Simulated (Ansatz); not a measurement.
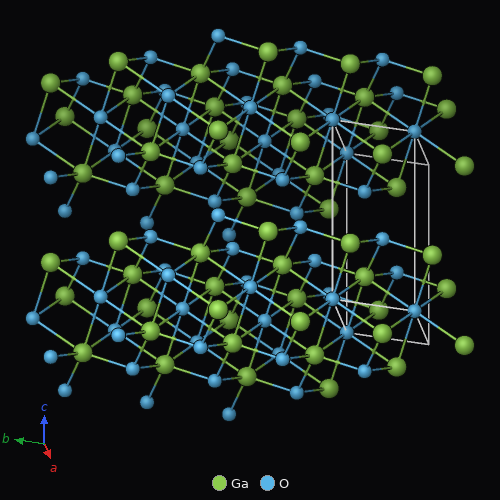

System Ga₂O₃ (space group P-3m1, No. 164); source of the atomic positions: coordinates from a relaxation with DFT, LDA, plane waves, PAW in Ansatz; the starting structure was generated, so it need not be a known form of this composition.

Bonds are taken as Ga–O below 2.5 Å. Simplification: prune 0- and 1-connected atoms, fold 2-connected ones into links.

What kind of net remains, and which atoms are its nodes?

Answer. A trinodal (3,6,6)-connected, two-periodic (layers) net: O(2d) is a 3-connected node; Ga is a 6-connected node; O(1a) is a 6-connected node, in the ratio 2:2:1.

How do the layers lie?

Answer. The layers lie parallel to (001).

Give the point symbol of each node (shortest cycle at each angle).

Answer. O(2d): 4³; Ga: 4⁹·6⁶; O(1a): 4¹²·6³.
